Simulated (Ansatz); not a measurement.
**Run report: Zr5N6, geometry relaxation (part 2 of 3)**

Zr5N6 (slab, 11 atoms in the cell); DFT PBE, scalar-relativistic, plane waves, PAW, no spin polarisation (Ansatz 0.2.0); cutoff 420 eV, 12×12×1 k-mesh, Gaussian smearing of 0.1 eV. The structure derives from an entry of the Crystallography Open Database. It belongs to a series of runs on one base structure; here: (1 1 1) slab, atoms relaxed.

Geometry of the input (Å; fractional positions):
```
3.2489  0.0000  0.0000
-1.6245  2.8136  0.0000
0.0000  0.0000  28.2636
N  0.3333  0.6667  0.2654
Zr 0.6667  0.3333  0.3123
N  0.0000  0.0000  0.3592
Zr 0.3333  0.6667  0.4061
N  0.6667  0.3333  0.4531
Zr 0.0000  0.0000  0.5000
N  0.3333  0.6667  0.5469
Zr 0.6667  0.3333  0.5939
N  0.0000  0.0000  0.6408
Zr 0.3333  0.6667  0.6877
N  0.6667  0.3333  0.7346
```

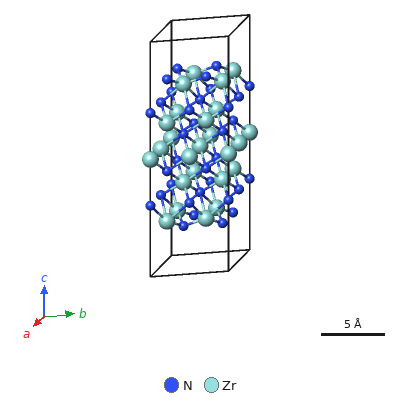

The geometry at step 7 of the log (ball-and-stick view of the 2 × 2 repeat of the cell, with the vacuum cut short, seen slightly off an axis).

The program's output, continued
```
SCF iter   1: F=—  HF=-23239.742556 eV  |F-HF|=—  |Δ(HF+E_count)|=         —  Δρ=1.42e-3  dr2=1.65e-2  ethr=2.86e-4  p=-0.000 e·Å  D=-3.01e-7 V/Å  ΔV_dip=0.00 eV  dr2_dipole=4.11e-12  V_vac-E_F(+/−)=6.00/6.00 eV  ⟨swp⟩=2.1  Hψ=1724  notcnv=0  defer=78
efield: sawtooth ramp at fractional position 0.9800 (handed on by an earlier solve), width 0.0400; the density the first Hamiltonian is built on has a dipole p = -0.000 e·Å; the dipole correction subtracts the counter field D = -3.01e-7 V/Å, which shifts the + side's vacuum level by +0.00 eV against the − side's; the planar-averaged density in the ramp window peaks in size at 4.1e-7 e/Å³
preconditioner: auto → LDOS  [metal: Δε(μ)=0.016 eV  Ē_g=8.760 eV  σ=0.100 eV  W_gap=0.09  n_scr=50 (ndim 8)  ℏωp=16.3 eV  f_vac=0.459  D(μ)=2.49/eV (n_scr^D=10)  β→1.0]
SCF iter   2: F=—  HF=-23239.740660 eV  |F-HF|=—  |Δ(HF+E_count)|=   1.90e-3  Δρ=9.22e-4  dr2=3.33e-3  ethr=1.84e-5  p=0.000 e·Å  D=4.83e-8 V/Å  ΔV_dip=-0.00 eV  dr2_dipole=5.47e-12  V_vac-E_F(+/−)=6.07/6.07 eV  ⟨swp⟩=2.0  Hψ=1706  notcnv=0  defer=77
SCF iter   3: F=—  HF=-23239.740398 eV  |F-HF|=—  |Δ(HF+E_count)|=   2.62e-4  Δρ=6.83e-4  dr2=2.58e-3  ethr=3.70e-6  p=-0.000 e·Å  D=-8.36e-7 V/Å  ΔV_dip=0.00 eV  dr2_dipole=2.25e-11  V_vac-E_F(+/−)=6.01/6.01 eV  ⟨swp⟩=3.0  Hψ=1589  notcnv=0  defer=77
SCF iter   4: F=—  HF=-23239.739977 eV  |F-HF|=—  |Δ(HF+E_count)|=   4.22e-4  Δρ=9.60e-5  dr2=7.23e-5  ethr=2.87e-6  p=-0.000 e·Å  D=-3.41e-7 V/Å  ΔV_dip=0.00 eV  dr2_dipole=1.60e-13  V_vac-E_F(+/−)=6.03/6.03 eV  ⟨swp⟩=2.1  Hψ=1374  notcnv=0  defer=77
SCF iter   5: F=—  HF=-23239.739964 eV  |F-HF|=—  |Δ(HF+E_count)|=   1.28e-5  Δρ=5.31e-5  dr2=1.01e-5  ethr=8.03e-8  p=-0.000 e·Å  D=-3.17e-7 V/Å  ΔV_dip=0.00 eV  dr2_dipole=2.50e-13  V_vac-E_F(+/−)=6.03/6.03 eV  ⟨swp⟩=2.6  Hψ=1740  notcnv=0  defer=77
SCF iter   6: F=-23239.739964 eV  HF=-23239.739963 eV  |F-HF|=2.69e-7  |Δ(HF+E_count)|=   3.69e-7  Δρ=1.44e-5  dr2=5.47e-7  ethr=6.12e-9  p=-0.000 e·Å  D=-3.42e-7 V/Å  ΔV_dip=0.00 eV  dr2_dipole=1.18e-15  V_vac-E_F(+/−)=6.03/6.03 eV  ⟨swp⟩=20.8  Hψ=10797  notcnv=0
SCF 5 converged in 6 iterations: F = -23239.739964 eV  dr2 = 5.47e-7
relax step   5: F+E_penalty+E_count = -23239.73996376 eV  Δ(F+E_penalty+E_count) = -2.152e-3 eV  max|allowed force component| = 3.641e-1 eV/Å  Δτ_max = 0.0199 Å  (6 SCF iters, dr2 threshold 5.51e-6 eV, accepted)
SCF iter   1: F=—  HF=-23239.749990 eV  |F-HF|=—  |Δ(HF+E_count)|=         —  Δρ=2.41e-3  dr2=3.31e-2  ethr=3.69e-4  p=-0.000 e·Å  D=-3.42e-7 V/Å  ΔV_dip=0.00 eV  dr2_dipole=1.58e-10  V_vac-E_F(+/−)=5.98/5.98 eV  ⟨swp⟩=2.0  Hψ=1904  notcnv=0  defer=84
efield: sawtooth ramp at fractional position 0.9800 (handed on by an earlier solve), width 0.0400; the density the first Hamiltonian is built on has a dipole p = -0.000 e·Å; the dipole correction subtracts the counter field D = -3.42e-7 V/Å, which shifts the + side's vacuum level by +0.00 eV against the − side's; the planar-averaged density in the ramp window peaks in size at 1.5e-7 e/Å³
preconditioner: auto → LDOS  [metal: Δε(μ)=0.017 eV  Ē_g=8.757 eV  σ=0.100 eV  W_gap=0.10  n_scr=50 (ndim 8)  ℏωp=16.3 eV  f_vac=0.461  D(μ)=2.72/eV (n_scr^D=12)  β→1.0]
SCF iter   2: F=—  HF=-23239.755640 eV  |F-HF|=—  |Δ(HF+E_count)|=   5.65e-3  Δρ=3.35e-3  dr2=6.07e-2  ethr=3.68e-5  p=-0.000 e·Å  D=-2.70e-6 V/Å  ΔV_dip=0.00 eV  dr2_dipole=3.60e-10  V_vac-E_F(+/−)=5.93/5.93 eV  ⟨swp⟩=3.0  Hψ=1877  notcnv=0  defer=85
SCF iter   3: F=—  HF=-23239.745714 eV  |F-HF|=—  |Δ(HF+E_count)|=   9.93e-3  Δρ=1.46e-3  dr2=8.95e-3  ethr=3.68e-5  p=0.000 e·Å  D=6.39e-7 V/Å  ΔV_dip=-0.00 eV  dr2_dipole=5.41e-13  V_vac-E_F(+/−)=6.05/6.05 eV  ⟨swp⟩=2.5  Hψ=1589  notcnv=0  defer=85
SCF iter   4: F=—  HF=-23239.744108 eV  |F-HF|=—  |Δ(HF+E_count)|=   1.61e-3  Δρ=1.59e-4  dr2=1.62e-4  ethr=9.94e-6  p=0.000 e·Å  D=4.79e-7 V/Å  ΔV_dip=-0.00 eV  dr2_dipole=1.12e-13  V_vac-E_F(+/−)=6.04/6.04 eV  ⟨swp⟩=2.1  Hψ=1387  notcnv=0  defer=85
SCF iter   5: F=—  HF=-23239.744018 eV  |F-HF|=—  |Δ(HF+E_count)|=   8.95e-5  Δρ=1.00e-4  dr2=3.95e-5  ethr=1.80e-7  p=0.000 e·Å  D=1.98e-7 V/Å  ΔV_dip=-0.00 eV  dr2_dipole=5.84e-13  V_vac-E_F(+/−)=6.03/6.03 eV  ⟨swp⟩=3.0  Hψ=2023  notcnv=0  defer=83
iter 6 did not close the SCF: its close was put off until two iterations running show no level that it waits for move by more than its bar (scf_convergence_deferred on its scf_iter line)
SCF iter   6: F=-23239.744012 eV  HF=-23239.744014 eV  |F-HF|=1.94e-6  |Δ(HF+E_count)|=   4.43e-6  Δρ=2.61e-5  dr2=3.00e-6  ethr=9.20e-9  p=0.000 e·Å  D=1.98e-7 V/Å  ΔV_dip=-0.00 eV  dr2_dipole=3.30e-14  V_vac-E_F(+/−)=6.04/6.04 eV  ⟨swp⟩=20.1  Hψ=11713  notcnv=0
iter 7 did not close the SCF: its close was put off until two iterations running show no level that it waits for move by more than its bar (scf_convergence_deferred on its scf_iter line)
SCF iter   7: F=-23239.744014 eV  HF=-23239.744014 eV  |F-HF|=6.90e-8  |Δ(HF+E_count)|=   7.58e-8  Δρ=4.81e-6  dr2=5.52e-8  ethr=3.33e-9  p=0.000 e·Å  D=2.56e-7 V/Å  ΔV_dip=-0.00 eV  dr2_dipole=2.22e-13  V_vac-E_F(+/−)=6.04/6.04 eV  ⟨swp⟩=10.9  Hψ=9319  notcnv=0
SCF iter   8: F=-23239.744014 eV  HF=-23239.744014 eV  |F-HF|=1.79e-8  |Δ(HF+E_count)|=   7.17e-8  Δρ=1.91e-6  dr2=1.09e-8  ethr=6.13e-11  p=0.000 e·Å  D=1.72e-7 V/Å  ΔV_dip=-0.00 eV  dr2_dipole=2.53e-13  V_vac-E_F(+/−)=6.04/6.04 eV  ⟨swp⟩=8.3  Hψ=7848  notcnv=0
SCF 6 converged in 8 iterations: F = -23239.744014 eV  dr2 = 1.09e-8
relax step   6: F+E_penalty+E_count = -23239.74401383 eV  Δ(F+E_penalty+E_count) = -4.050e-3 eV  max|allowed force component| = 1.959e-1 eV/Å  Δτ_max = 0.0233 Å  (8 SCF iters, dr2 threshold 8.28e-6 eV, accepted)
SCF iter   1: F=—  HF=-23239.749787 eV  |F-HF|=—  |Δ(HF+E_count)|=         —  Δρ=1.42e-3  dr2=1.16e-2  ethr=1.07e-4  p=0.000 e·Å  D=1.72e-7 V/Å  ΔV_dip=-0.00 eV  dr2_dipole=3.91e-11  V_vac-E_F(+/−)=6.04/6.04 eV  ⟨swp⟩=2.0  Hψ=1908  notcnv=0  defer=69
efield: sawtooth ramp at fractional position 0.9800 (handed on by an earlier solve), width 0.0400; the density the first Hamiltonian is built on has a dipole p = 0.000 e·Å; the dipole correction subtracts the counter field D = 1.72e-7 V/Å, which shifts the + side's vacuum level by -0.00 eV against the − side's; the planar-averaged density in the ramp window peaks in size at 2.2e-7 e/Å³
preconditioner: auto → LDOS  [metal: Δε(μ)=0.005 eV  Ē_g=8.749 eV  σ=0.100 eV  W_gap=0.03  n_scr=50 (ndim 8)  ℏωp=16.3 eV  f_vac=0.459  D(μ)=2.64/eV (n_scr^D=12)  β→1.0]
SCF iter   2: F=—  HF=-23239.753203 eV  |F-HF|=—  |Δ(HF+E_count)|=   3.42e-3  Δρ=2.46e-3  dr2=2.87e-2  ethr=1.29e-5  p=0.000 e·Å  D=2.07e-6 V/Å  ΔV_dip=-0.00 eV  dr2_dipole=1.98e-10  V_vac-E_F(+/−)=6.01/6.01 eV  ⟨swp⟩=3.0  Hψ=1847  notcnv=0  defer=71  recentre
SCF iter   3: F=—  HF=-23239.747969 eV  |F-HF|=—  |Δ(HF+E_count)|=   5.23e-3  Δρ=5.54e-4  dr2=1.58e-3  ethr=1.29e-5  p=0.000 e·Å  D=1.86e-7 V/Å  ΔV_dip=-0.00 eV  dr2_dipole=7.76e-12  V_vac-E_F(+/−)=5.98/5.98 eV  ⟨swp⟩=2.3  Hψ=1539  notcnv=0  defer=71
SCF iter   4: F=—  HF=-23239.747685 eV  |F-HF|=—  |Δ(HF+E_count)|=   2.84e-4  Δρ=1.15e-4  dr2=4.24e-5  ethr=1.76e-6  p=-0.000 e·Å  D=-7.45e-8 V/Å  ΔV_dip=0.00 eV  dr2_dipole=4.44e-12  V_vac-E_F(+/−)=5.97/5.97 eV  ⟨swp⟩=2.3  Hψ=1470  notcnv=0  defer=71
SCF iter   5: F=-23239.747671 eV  HF=-23239.747677 eV  |F-HF|=6.44e-6  |Δ(HF+E_count)|=   7.40e-6  Δρ=4.84e-5  dr2=9.28e-6  ethr=1.23e-8  p=0.000 e·Å  D=2.66e-8 V/Å  ΔV_dip=-0.00 eV  dr2_dipole=2.14e-12  V_vac-E_F(+/−)=5.97/5.97 eV  ⟨swp⟩=21.6  Hψ=12746  notcnv=0
SCF 7 converged in 5 iterations: F = -23239.747671 eV  dr2 = 9.28e-6
relax step   7: F+E_penalty+E_count = -23239.74767067 eV  Δ(F+E_penalty+E_count) = -3.657e-3 eV  max|allowed force component| = 6.600e-3 eV/Å  Δτ_max = 0.0159 Å  (5 SCF iters, dr2 threshold 1.11e-5 eV, accepted)
iter 1 solved again at ethr=1.03e-8 eV; its pass at ethr=3.10e-3 eV (dr2=9.24e-6 eV) is discarded
SCF iter   1: F=—  HF=-23239.747686 eV  |F-HF|=—  |Δ(HF+E_count)|=         —  Δρ=4.84e-5  dr2=9.24e-6  ethr=1.03e-8  p=0.000 e·Å  D=2.66e-8 V/Å  ΔV_dip=-0.00 eV  dr2_dipole=1.27e-12  V_vac-E_F(+/−)=5.97/5.97 eV  ⟨swp⟩=1.0  Hψ=2622  notcnv=0
efield: sawtooth ramp at fractional position 0.9800 (handed on by an earlier solve), width 0.0400; the density the first Hamiltonian is built on has a dipole p = 0.000 e·Å; the dipole correction subtracts the counter field D = 2.66e-8 V/Å, which shifts the + side's vacuum level by -0.00 eV against the − side's; the planar-averaged density in the ramp window peaks in size at 3.4e-7 e/Å³
preconditioner: auto → LDOS  [metal: Δε(μ)=0.005 eV  Ē_g=8.754 eV  σ=0.100 eV  W_gap=0.03  n_scr=50 (ndim 8)  ℏωp=16.3 eV  f_vac=0.459  D(μ)=2.67/eV (n_scr^D=12)  β→1.0]
SCF iter   2: F=—  HF=-23239.747683 eV  |F-HF|=—  |Δ(HF+E_count)|=   3.14e-6  Δρ=9.46e-5  dr2=2.93e-5  ethr=1.03e-8  p=-0.000 e·Å  D=-1.15e-7 V/Å  ΔV_dip=0.00 eV  dr2_dipole=4.06e-13  V_vac-E_F(+/−)=5.96/5.96 eV  ⟨swp⟩=3.0  Hψ=1652  notcnv=0
SCF iter   3: F=—  HF=-23239.747677 eV  |F-HF|=—  |Δ(HF+E_count)|=   6.04e-6  Δρ=1.12e-5  dr2=9.82e-7  ethr=1.03e-8  p=-0.000 e·Å  D=-1.13e-7 V/Å  ΔV_dip=0.00 eV  dr2_dipole=1.23e-14  V_vac-E_F(+/−)=5.96/5.96 eV  ⟨swp⟩=2.6  Hψ=1568  notcnv=0
SCF iter   4: F=—  HF=-23239.747677 eV  |F-HF|=—  |Δ(HF+E_count)|=   1.47e-7  Δρ=3.84e-6  dr2=1.54e-7  ethr=1.09e-9  p=-0.000 e·Å  D=-7.12e-8 V/Å  ΔV_dip=0.00 eV  dr2_dipole=1.39e-13  V_vac-E_F(+/−)=5.96/5.96 eV  ⟨swp⟩=2.8  Hψ=1622  notcnv=0
SCF iter   5: F=-23239.747677 eV  HF=-23239.747677 eV  |F-HF|=3.49e-9  |Δ(HF+E_count)|=   3.07e-8  Δρ=8.39e-7  dr2=6.04e-9  ethr=1.11e-10  p=-0.000 e·Å  D=-1.02e-7 V/Å  ΔV_dip=0.00 eV  dr2_dipole=9.75e-15  V_vac-E_F(+/−)=5.96/5.96 eV  ⟨swp⟩=12.6  Hψ=8361  notcnv=0
SCF 8 converged in 5 iterations: F = -23239.747677 eV  dr2 = 6.04e-9
relax step   8: F+E_penalty+E_count = -23239.74767700 eV  Δ(F+E_penalty+E_count) = -6.337e-6 eV  max|allowed force component| = 7.185e-3 eV/Å  Δτ_max = 0.0000 Å  (5 SCF iters, accepted)
```

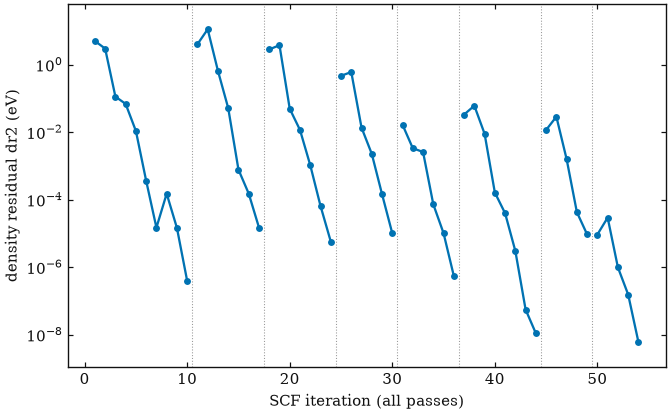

Convergence of the self-consistent field: density residual dr2 against the SCF iteration. The dotted lines part the SCF passes of the relaxation: geometry steps, rejected trials and re-solves on a re-selected basis. The 8 passes take 5 to 10 iterations each, 54 in all.

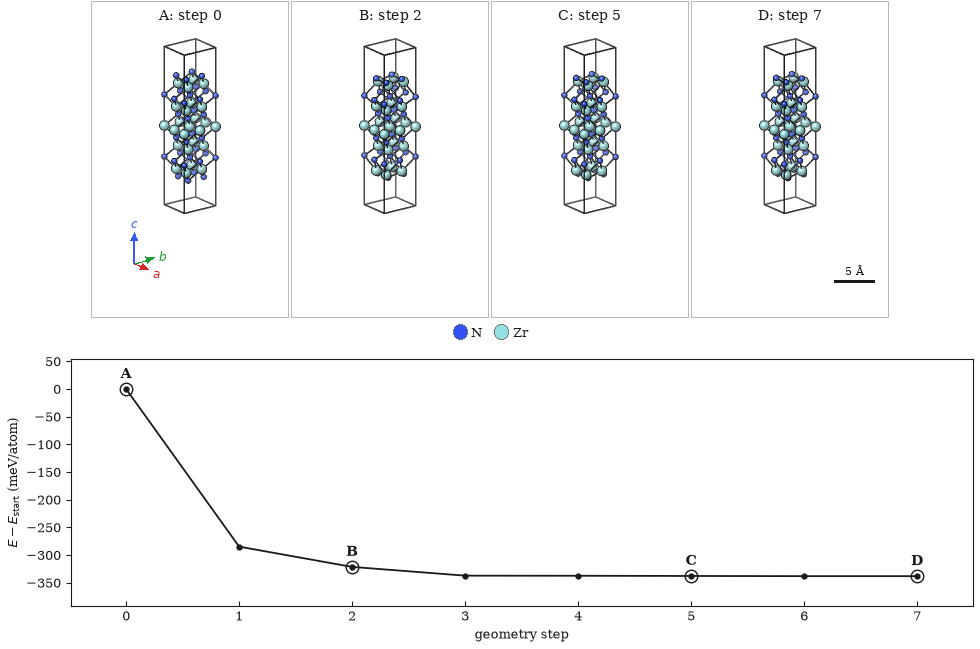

Frames of the relaxation (ball-and-stick view of the 2 × 2 repeat of the cell, with the vacuum cut short, seen slightly off an axis) above the curves, on which the letters mark them (the first geometry is step 0 here and step 1 in the log).

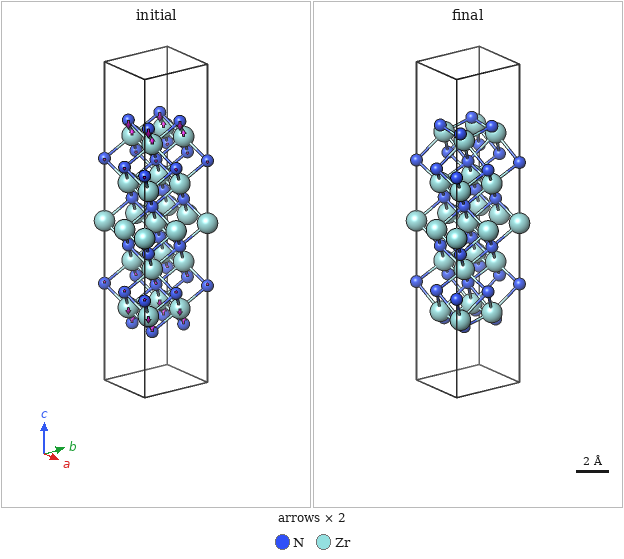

Before (left) and after (right) the relaxation, at one scale (ball-and-stick view of the 2 × 2 repeat of the cell, with the vacuum cut short, seen slightly off an axis). The pink arrows give the displacements, magnified 2 times. The largest moves, 0.32 Å, are those of N1 and N11. Largest moves by element: N 0.32 Å, Zr 0.24 Å. The cell stays as it was. Among the contacts that change: N1–Zr2 2.297 → 2.028 Å, N9–Zr10 2.297 → 2.515 Å, N3–Zr4 2.297 → 2.230 Å, N5–Zr6 2.297 → 2.321 Å. Among the angles that change: N1–Zr2–N3 180.0° → 160.6°, N1–Zr2–N1 90.0° → 106.4°, Zr10–N11–Zr10 90.0° → 106.4°. After 7 geometry steps the energy has fallen by 338 meV per atom. The largest force component goes from 6.3 to 0.0072 eV/Å. (Atoms are counted from 1 in the order of the input.)

```
WARN: The output density's exchange-correlation potential varies sharply where the density is thin. Do not read a vacuum level from v_tot or v_xc, or from such a field of the output density. On a cell that repeats whose density bears no net charge and no dipole along the vacuum's axis use v_es (v_loc + v_h of the components); under efield.dipole_correction with no amplitude use v_es + v_field, which holds any external_charges[].barrier, or the levels of the report's work_function block, which leave it out; under a non-zero efield.amplitude the vacuum is tilted and has no level; on a cell that repeats and bears such a dipole with no correction it is tilted too, and efield.dipole_correction with no amplitude gives each side of its ramp a level where efield: is served; in a cell that repeats whose density bears a net charge (total_charge, or a fill off its count) it is curved and has none; of a slab under crystal.periodic whose density bears no net charge use v_es, which has a level on each side, short of where the two are joined; of another it falls or rises all the way out and has none; of a slab beside external_charges read slab_vacuum_level instead, which it has where they leave it neutral. The grid or the basis barely resolves most such structure, and the values can differ between equally converged runs; as a rule a tighter scf.convergence.dr2_threshold does not remove it. Where the density itself ripples (under the LDA too) a higher basis.ecutwfc lessens it. The files hold the spikes' plane waves up to the density's cutoff. Files: v_tot_of_output_density and the like, and their columns of v_z.tsv (output.write_potential); v_xc_of_output_density and the like, and their columns of v_comp_z.tsv (output.write_potential_components). Measured: with its Gaussian average of σ = 0.25 Å subtracted twice, the exchange-correlation potential is over 0.1 eV at 53 of the grid points where the equally averaged density (valence and model cores) is under 1e-3 e/Å³, and 0.198 eV at the most among them, at an averaged density of 3.2e-8 e/Å³. The input density's (outcome.potential() and, of a run that writes arrays, v_tot and v_xc) is over 0.1 eV, so measured, at 6 points of its own thin density, 0.168 eV at the most. See output.write_potential in the manual, Limitations
SCF converged after 5 iterations
Free energy (F): -23239.747677 eV
Harris-Foulkes:  -23239.747677 eV  (|F-HF|=3.49e-9)
Internal energy: -23239.734321 eV  (E = F + TS)
E sigma→0 (E₀):  -23239.740999 eV
Entropy (-TS):   -0.013356 eV (-1.214 meV/atom)
Fermi energy:    5.247714 eV
Dipole field:    D = -0.000000 V/Å  (p = -0.000000 e·Å, saw-weighted, corrected)
Work function:   Φ+ = 5.9634 eV   Φ− = 5.9634 eV
Levels:          The Fermi level and band energies are counted from a zero that moves with the ramp; work functions are not
--- Per-component energies (eV) ---
  E_band       = -1151.324205
  E_kinetic    = 2466.807494
  E_local      = -98270.137513  (includes V_loc(G=0)·N_el)
  E_nonlocal   = 661.057449
  E_hartree    = 47964.369925
  E_xc         = -1180.271777
  E_vxc        = -1428.027501  (∫ρ·V_xc dr)
  E_paw        = -15528.690912  (= ΣΔE_a)
  E_vpaw       = -509.744025  (= ΣTr[D̂ρ^β])
  E_aug_tail   = 0.000675  (compensation charges beyond the density's cutoff)
  E_efield     = 0.000000  (sawtooth field / dipole correction)
  E_vefield    = 0.000000  (∫n·V_field dr)
  E_ewald      = 40647.130338
  E_smearing   = -0.013356  (= −TS)
  E_closure    = -0.000000  (closes the sum)
  Σ components = -23239.747677   (vs F -23239.747677, Δ=0.00e0)
--- Forces (eV/Å), atoms counted from 1 ---
  atom   1  N     -0.00000000    -0.00000000    -0.00718545
  atom   2  Zr     0.00000000     0.00000000     0.00478126
  atom   3  N      0.00000000     0.00000000     0.00339586
  atom   4  Zr    -0.00000000     0.00000000     0.00230327
  atom   5  N     -0.00000000    -0.00000000    -0.00230393
  atom   6  Zr     0.00000000     0.00000000    -0.00001021
  atom   7  N      0.00000000     0.00000000     0.00230825
  atom   8  Zr     0.00000000    -0.00000000    -0.00230498
  atom   9  N      0.00000000    -0.00000000    -0.00339499
  atom  10  Zr    -0.00000000    -0.00000000    -0.00477436
  atom  11  N      0.00000000     0.00000000     0.00718536
  max |Σ_I F_I| component: 7.48e-8 eV/Å
--- Band table (eV; the first three rows and the last of 19) ---
```
